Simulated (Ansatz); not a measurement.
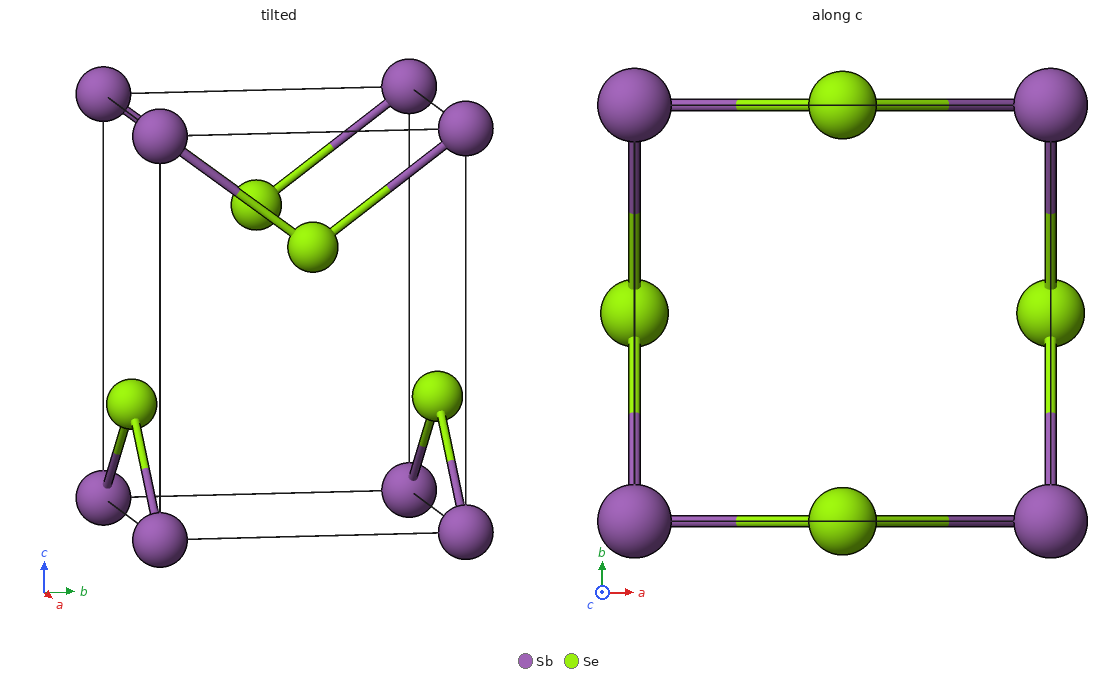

Ball-and-stick representation of a periodic structure, projected slightly off an axis and along the c axis. One conventional unit cell is framed, with atoms on its boundary repeated. Cell: a = 4.25 Å, b = 4.25 Å, c = 5.57 Å, α = 90.00°, β = 90.00°, γ = 90.00°.

The structure comes from a structure type filled with these elements by a generator (whether the compound takes this form wasn't checked). Earlier steps of the study may have refined or changed the cell and positions. It went into a calculation with Ansatz.

Q: State composition, symmetry and coordination.

A: Chemical formula SbSe2. It is primitive tetragonal, space group P-4m2 (No. 115). Atoms per cell: 3 (1 Sb, 2 Se). Sb is coordinated by four Se in a tetrahedral arrangement at about 2.6 Å. The neighbours of Se are two Sb in a bent arrangement at about 2.6 Å. The bonds build SbSe2 layers parallel to (001).

Electronic-structure method: Ansatz, DFT PBE, scalar-relativistic, plane waves, PAW. Parameters: a 420 eV plane-wave basis, 12×12×8 k-points, Gaussian smearing of 0.1 eV, no spin polarisation.

Q: Is it conducting or gapped at this level?

A: A metal: bands cross the Fermi level.

Q: List the Bader charges.

A: Sb +0.93 e; Se -0.47 e.

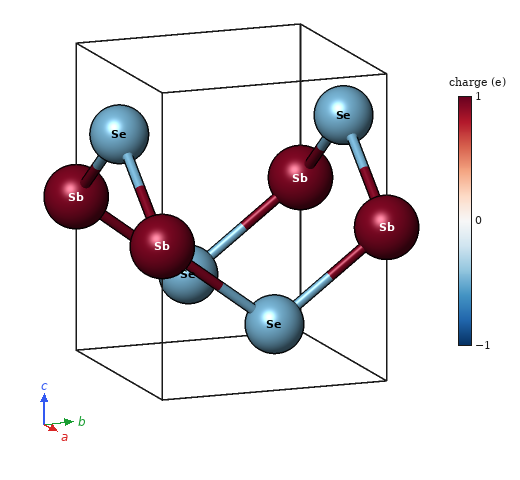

The atoms coloured by those charges. The run's cell of 3 atoms is drawn, so axes and origin can differ from the first picture.

Q: Is this the optimised geometry for these settings?

A: Yes. All forces vanish to within 0.01 eV/Å. The pressure is 0.0 GPa, close to zero.
